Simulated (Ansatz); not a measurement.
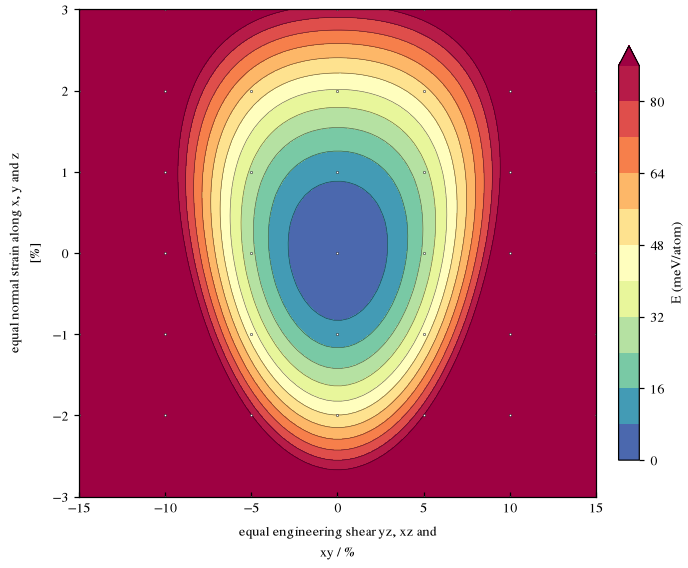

Pt (Fm-3m, No. 225; 1 atom in the cell). The energy is mapped over two homogeneous strains (x, y and z along the cube axes). First axis: equal engineering shear yz, xz and xy. Second axis: equal normal strain along x, y and z. Nothing is relaxed (symmetry fixes all fractional coordinates). The grid has 7 × 7 points. Points are written as (first, second). Energies are in meV/atom, from the lowest grid point. The calculation used Ansatz, DFT PBE, scalar-relativistic, plane waves, PAW. Settings: cutoff 420 eV, k-mesh 20×20×20, gaussian smearing 0.15 eV, no spin polarisation.

Drawn: filled contours, dots at the grid points, one colour for all values above the top of the scale. Between grid points the surface is interpolated.

### Where is the minimum, and how stiff is the crystal against these two strains (in GPa)?

The interpolated minimum is at 0.0 % and 0.0 %. Divided by the cell volume of 15.6 Å³, the second derivatives of the energy there are about 194 GPa along the first strain and 2200 GPa along the second, with a cross term of about 0 GPa (clamped ions). Round the minimum the two coordinates are nearly uncoupled.

PAW datasets: the set soft_1.
